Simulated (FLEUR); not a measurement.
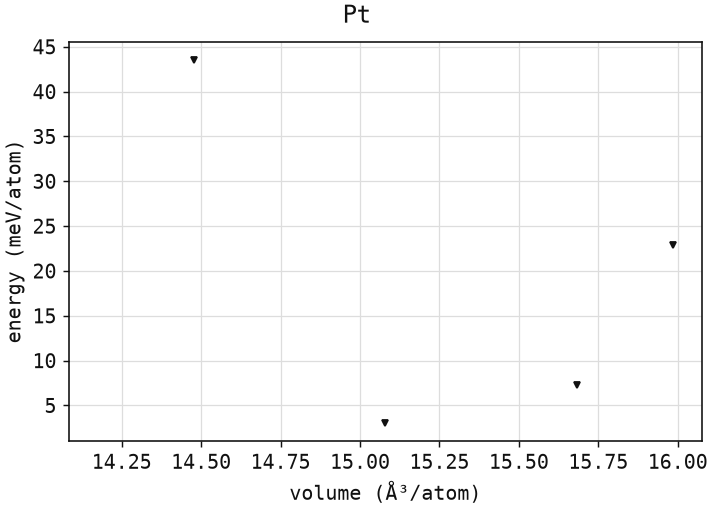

The figure shows the energy against volume for Pt, space group Fm-3m (No. 225).

Starting cell:
```cif
data_structure
_symmetry_space_group_name_H-M 'P 1'
_symmetry_Int_Tables_number 1
_cell_length_a 2.7731
_cell_length_b 2.7731
_cell_length_c 2.7731
_cell_angle_alpha 60.000
_cell_angle_beta 60.000
_cell_angle_gamma 60.000
_cell_volume 15.08
loop_
_atom_site_label
_atom_site_type_symbol
_atom_site_fract_x
_atom_site_fract_y
_atom_site_fract_z
_atom_site_occupancy
Pt1 Pt 0.00000 0.00000 0.00000 1
```

How it was computed, with FLEUR MaX-R8.1 (later development tree): all-electron LAPW DFT, no spin polarisation; energies at scaled volumes of the given cell, shape and fractions fixed, counted from the fit's minimum, third-order Birch-Murnaghan fit. Level: r2SCAN.

```csv
setting,value
k mesh,12×12×12
occupations,Fermi–Dirac
smearing width,0.05 eV
potentials,all electron
program settings,"basis FLAPW, kmax 4.12 1/bohr"
```

The point at volume 14.18 Å³/atom is left out of the plot. What does the calculation give there?

| volume (Å³/atom) | energy (meV/atom) |
| --- | --- |
| 14.18 | 84.51 |

Caveats: spin-orbit coupling left out, heavy elements.
